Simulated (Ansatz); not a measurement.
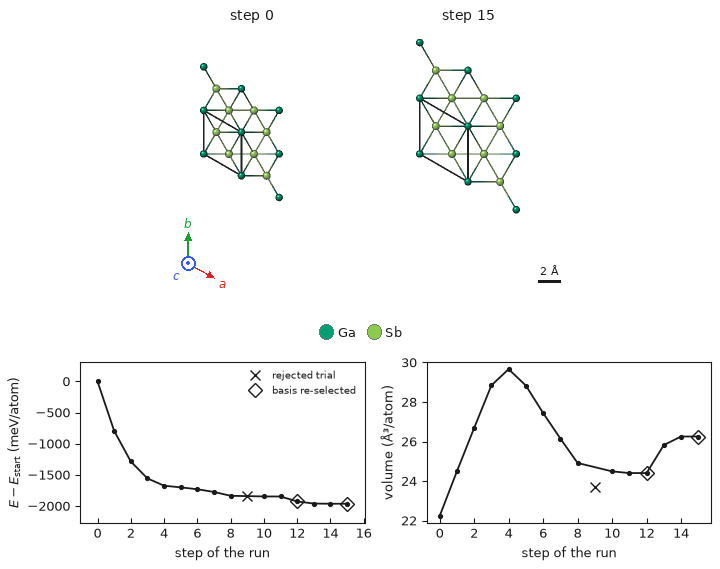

First and last geometry of a relaxation of crystalline GaSb₂ (a generated structure, set up in P6/mmm) (coarse preliminary run), with the history of the run. A ball-and-stick model of the cell of the calculation, repeated 2 × 2 × 1 with one cell outlined, seen along the c axis.

These are results of DFT PBE, scalar-relativistic, plane waves, PAW (Ansatz), not measurements.

The input:
```yaml
crystal:
  lattice:
    - [4.11136979, 0.0, 0.0]
    - [-2.0556849, 3.56055068, 0.0]
    - [0.0, 0.0, 4.55654986]
  atoms:
    - { symbol: Ga, position: [0.0, 0.0, 0.0] }
    - { symbol: Sb, position: [0.33333333, 0.66666667, 0.5] }
    - { symbol: Sb, position: [0.66666667, 0.33333333, 0.5] }
basis:
  ecutwfc: 420
kpoints:
  mp_grid: { grid: [6, 6, 4] }
hamiltonian:
  xc: pbe
scf:
  occupations: { method: gaussian, width: 0.1 }
  lower_state_search: "off"
output:
  forces: true
  stress: true
  eigenvalues: true
relax:
  adjacent_minimum: "off"
  f_tol: 0.04
  max_steps: 70
  cell: { stress_tol: 0.4 }
```

Launched with:
```bash
ansatz run input.yaml --threads 1 --pin off --max-ram 2048MiB --backend cpu --events-out ev --progress --plain --runs-dir out
```

Read the history and describe the run.

It converged. The energy falls by 1964 meV per atom in 12 accepted moves (15 points after the start). All forces vanish by symmetry, so only the cell relaxes. The pressure goes from 47.80 to −0.06 GPa. The line search rejected the trial step at point 9 of the run. At 2 points the geometry stayed and the basis and grid were re-selected for the new cell (energy shift of 79.3 meV per atom at most each time). No atom moves by more than 0.005 Å relative to the cell. The drawn cell changes as follows: a = b 4.111 → 5.261 Å (+28.0 %), c 4.557 → 3.286 Å (−27.9 %); the volume changes by +18.1 %. Some distances before and after: Sb2–Sb3 2.374 → 3.037 Å, Ga1–Sb2 3.290 → 3.453 Å. The space group stays P6/mmm (No. 191). The run took 34 s on 1 thread of Arm Neoverse V2 (shared host), peak memory 0.36 GiB.
